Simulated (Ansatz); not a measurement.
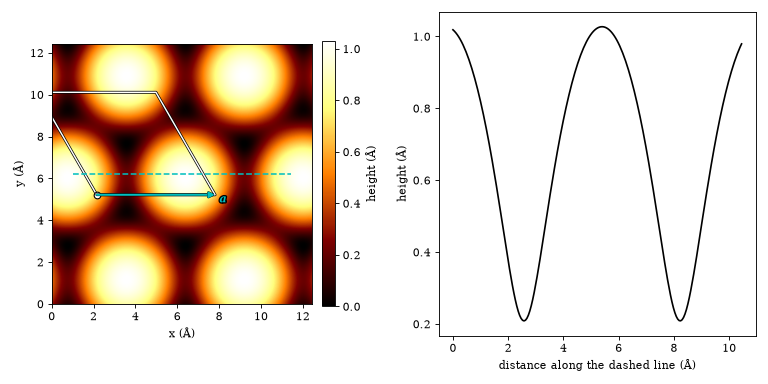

Constant-current image at a set point of 5.8 × 10⁻⁵ e/Å³ of Al(001) (P6_3/mmc bulk, the cell from a database of computed structures, not from a measurement, 9 atomic planes (those closer than 0.6 Å count as one), 18 Å) with one adsorbed Al in a 2 × 2 cell, sample bias −1.00 V. The white outline is the surface cell of the coordinates below, with its origin (dot) on a lattice point and its vectors a and b marked. The right panel is the profile along the dashed line.

Tersoff–Hamann simulation (s-wave tip); biases are sample biases. Bias windows are sharp sums over the levels of the k mesh.

Level of theory: DFT LDA, scalar-relativistic, plane waves, PAW in Ansatz 0.2.0. Cutoff 420 eV, 12 × 12 k-points, Gaussian smearing 0.1 eV, dipole correction. The slab is a cut without reconstruction beyond its cell, at the source's lattice constants, with its lower half held fixed and the rest relaxed. The adsorbates repeat every 5.7 Å and interact, so states at the Fermi level and the work function belong to this dense array. This isn't the element's usual fcc form. The adsorbate kept the symmetry of its starting site, so it may sit on a saddle point. No spin polarisation (the relaxation was started with spin and lost its moment; a magnetic state may still lie lower). The run warns that the functional's potential is rough in the thin density of the vacuum, where the tip is; weak contrasts and barriers may feel it. On this mesh the free atoms still feel up to 0.11 eV/Å.

```
Al
1.0
     5.65415    0.00000    0.00000
    -2.82708    4.89664    0.00000
     0.00000    0.00000   40.17199
Al
37
Direct
  0.16667 0.33333 0.24893
  0.16667 0.83333 0.24893
  0.66667 0.33333 0.24893
  0.66667 0.83333 0.24893
  0.00000 0.00000 0.30610
  0.00000 0.50000 0.30610
  0.50000 0.00000 0.30610
  0.50000 0.50000 0.30610
  0.33333 0.16667 0.36326
  0.33333 0.66667 0.36326
  0.83333 0.16667 0.36326
  0.83333 0.66667 0.36326
  0.00000 0.00000 0.42043
  0.00000 0.50000 0.42043
  0.50000 0.00000 0.42043
  0.50000 0.50000 0.42043
  0.16637 0.33319 0.47734
  0.16667 0.83333 0.47721
  0.66681 0.33319 0.47734
  0.66681 0.83363 0.47734
  0.99996 0.00004 0.53439
  0.99996 0.49993 0.53439
  0.50007 0.00004 0.53439
  0.50000 0.50000 0.53438
  0.33334 0.16668 0.59206
  0.33334 0.66666 0.59206
  0.83333 0.16667 0.59201
  0.83332 0.66666 0.59206
  0.00097 0.99903 0.64887
  0.00097 0.50194 0.64887
  0.49806 0.99903 0.64887
  0.50000 0.50000 0.64861
  0.17293 0.33646 0.70561
  0.16667 0.83333 0.70836
  0.66354 0.33646 0.70561
  0.66354 0.82707 0.70561
  0.83333 0.16667 0.75780
```

Question: Which atoms or sites appear bright, which dark, and how strong is the contrast?

Answer: The brightest spots lie over the adsorbed Al atom; the darkest points are over the sites above the Al atoms 2.4 Å below the top plane away from the adsorbate and the top Al atoms away from the adsorbate. The corrugation is 1.0 Å at a mean tip height of 3.4 Å.
